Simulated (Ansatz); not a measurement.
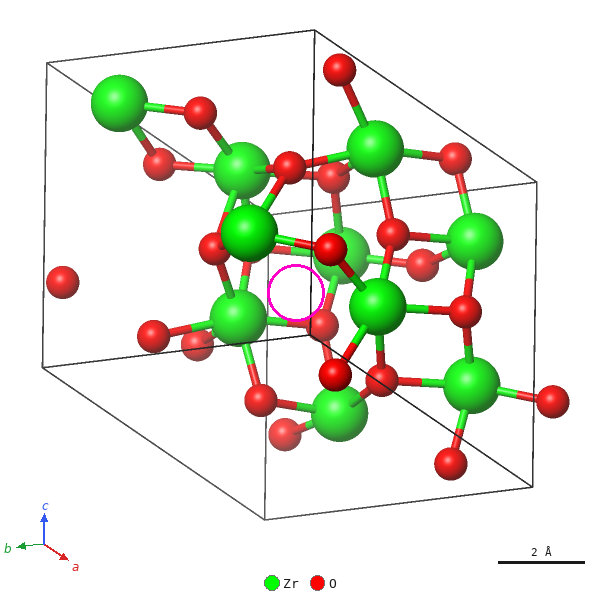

This ball-and-stick model is shown from a general direction. Atoms at the boundary of the supercell (the box) are drawn once for each face, edge or corner they touch. The host is ZrO2, in a cell of 24 sites, and the cell carries a charge of +2. A ring marks the defect's site.

**What imperfection does the supercell contain?**

An oxygen vacancy. Around the empty site lie three Zr and three O at about 2.2 to 2.5 Å.

Level of theory: DFT PBEsol, scalar-relativistic, plane waves, PAW (Ansatz). Settings were an energy cutoff of 420 eV, a 2×2×2 grid in reciprocal space, Gaussian smearing of 0.02 eV, collinear spins.

**Does the cell have a net magnetic moment?**

No net moment.

The atoms were relaxed in the host's cell with Ansatz, DFT PBEsol, scalar-relativistic, plane waves, PAW.
